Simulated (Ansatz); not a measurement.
```
Si Mo
1.0
     4.88739    0.00000    0.00000
     0.00000    8.24771    0.00000
     0.00000    0.00000    4.85425
Si Mo
4 10
Direct
  0.25000 0.25000 0.00000
  0.75000 0.75000 0.00000
  0.25000 0.75000 0.00000
  0.75000 0.25000 0.00000
  0.00000 0.00000 0.74303
  0.50000 0.50000 0.74303
  0.00000 0.00000 0.25697
  0.50000 0.50000 0.25697
  0.00000 0.50000 0.00000
  0.50000 0.00000 0.00000
  0.00000 0.67202 0.50000
  0.50000 0.17202 0.50000
  0.00000 0.32798 0.50000
  0.50000 0.82798 0.50000
```

Space group Cmmm; a generated structure, not necessarily the stable one; changed on purpose from its base cell (volume × 0.94, shape and atoms relaxed); computed pressure about 17 GPa in this cell; computed without spin polarisation.

Computed with DFT PBE, scalar-relativistic, plane waves, PAW in Ansatz.

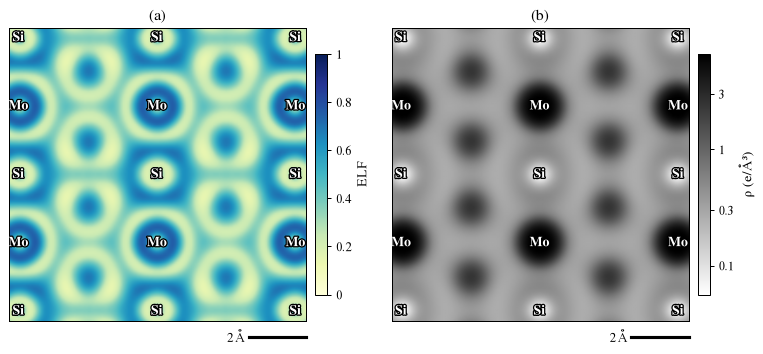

Si₂Mo₅. (a) electron localisation function; (b) valence pseudo-density on the (110) plane of the conventional cell.

The density is the valence pseudo-density of a PAW calculation; it isn't the true density close to the nuclei.

### Describe what can be read from this map.

Atoms in the plane: Si and Mo.
Atoms just off the plane (Mo, 0.7 Å away) can leave unmarked features too.
Si–Mo (2.40 Å): the density is about 0.53 e/Å³ at the midpoint; the ELF peaks at about 0.65 in the valence shell of Si, 0.9 Å from its nucleus, and is about 0.35 at the midpoint.
Between the atoms the lowest density in this plane is 0.26 e/Å³.
The features right at Mo lie inside the PAW spheres, where the map follows smoothed inner orbitals and isn't to be read closely.

### Does the calculation give a band gap?

It is gapless in this calculation (a metal or semimetal).
